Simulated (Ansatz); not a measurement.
System: ZnSe.

How it was computed, with Ansatz 0.2.0: relaxed lattice of one prototype by several density functionals, zero stress, symmetry kept, spin-unpolarised plane waves.

- prototype: zincblende
- atoms in cell: 2
- periodic directions: 3

Describe the result: the volume per atom by functional. The cases: PBE; PBEsol; LDA; HSE06; r2SCAN.

The least value, 21.575 Å³, is that of LDA, and the largest, 23.545 Å³, that of PBE.

| functional | volume per atom (Å³) | lattice constant a (Å) |
| --- | --- | --- |
| PBE | 23.545 | 5.732 |
| PBEsol | 22.349 | 5.634 |
| LDA | 21.575 | 5.568 |
| HSE06 | 23.163 | 5.701 |
| r2SCAN | 22.723 | 5.665 |

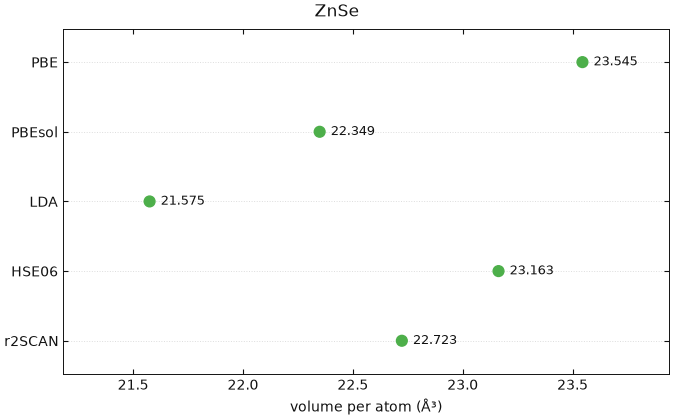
